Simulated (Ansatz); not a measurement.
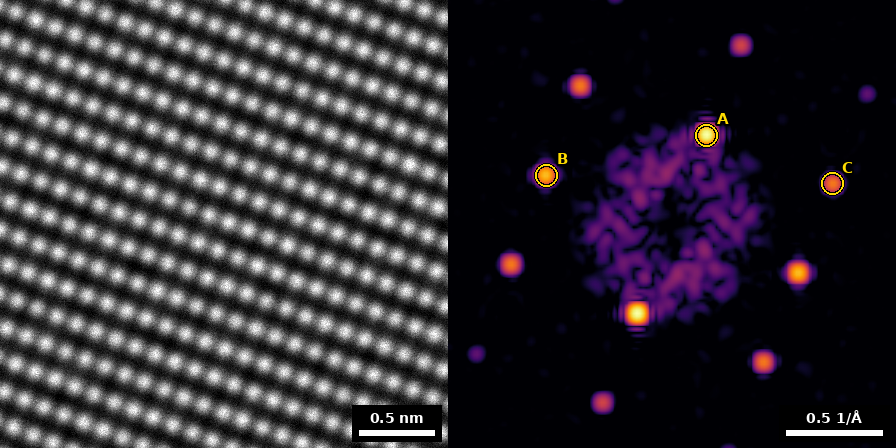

Dark-field STEM-like image of Ni (Im-3m, No. 229) along [110]. Simulated incoherent Z contrast: every atom adds Z^1.8 spread by a probe of 0.96 Å full width; channelling and multiple scattering are left out. The probe carries 25 % of its weight in a tail 2.5 times as wide. Shot noise and the speckle of an amorphous layer were added. Structure: the end point of a relaxation with DFT, RPBE, plane waves (420 eV) with PAW, scalar-relativistic in Ansatz; the starting structure was generated, so it need not be a known form of this composition.

The right panel is the modulus of the image's Fourier transform on a logarithmic scale.

a = 2.828 Å, b = 2.828 Å, c = 2.828 Å, α = 90.00°, β = 90.00°, γ = 90.00°

**Index the marked spots and give their plane spacings (the zone axis points at the viewer; indices equivalent by symmetry, or all signs reversed, are as good).**

A: (1 -1 0), d = 2.00 Å; B: (0 0 -2), d = 1.41 Å; C: (1 -1 2), d = 1.15 Å. A and B enclose 90°, and every spot obeys the zone law hu + kv + lw = 0 for [110].
